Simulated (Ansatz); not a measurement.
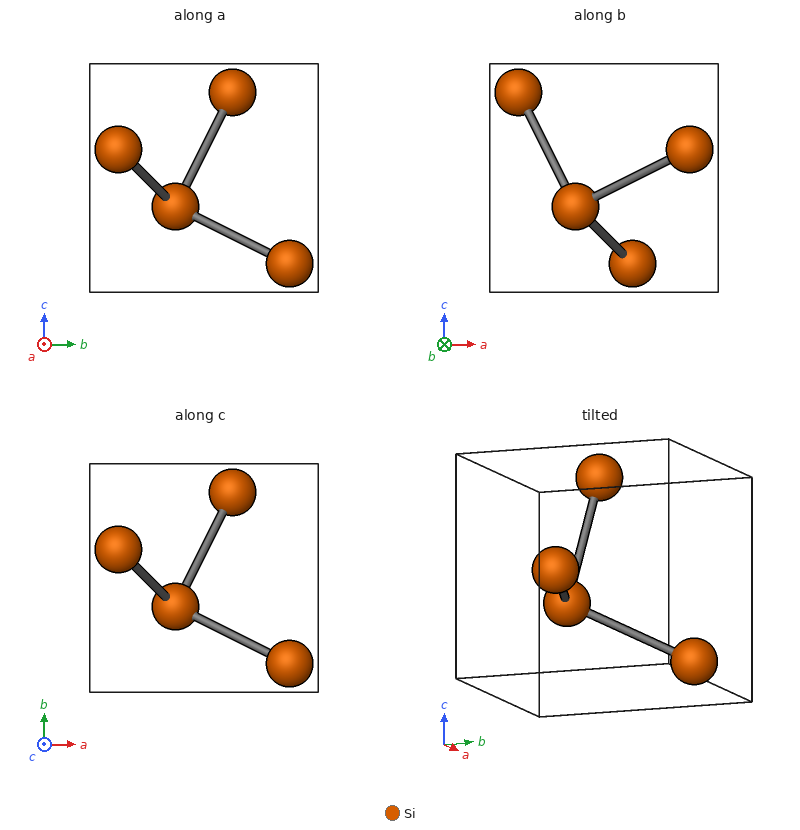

Ball-and-stick drawing of the structure, looking along the a axis, along the b axis, along the c axis and slightly off an axis. Thin lines show the conventional unit cell, with boundary atoms drawn in all their periodic places.

Lattice parameters: a = 4.1104 Å, b = 4.1104 Å, c = 4.1104 Å, α = 90.000°, β = 90.000°, γ = 90.000°.

### Put the structure into a CIF in P1 with every atom of the cell.

```cif
data_structure
_symmetry_space_group_name_H-M 'P 1'
_symmetry_Int_Tables_number 1
_cell_length_a 4.1104
_cell_length_b 4.1104
_cell_length_c 4.1104
_cell_angle_alpha 90.000
_cell_angle_beta 90.000
_cell_angle_gamma 90.000
_cell_volume 69.45
loop_
_atom_site_label
_atom_site_type_symbol
_atom_site_fract_x
_atom_site_fract_y
_atom_site_fract_z
_atom_site_occupancy
Si1 Si 0.8750 0.1250 0.6250 1
Si2 Si 0.3750 0.3750 0.3750 1
Si3 Si 0.1250 0.6250 0.8750 1
Si4 Si 0.6250 0.8750 0.1250 1
```

Source of the structure: a structure type filled with this element by a generator (whether the element takes this form wasn't checked). The final geometry of a relaxation with DFT PBE, scalar-relativistic, plane waves, PAW in Ansatz 0.2.0 is shown.
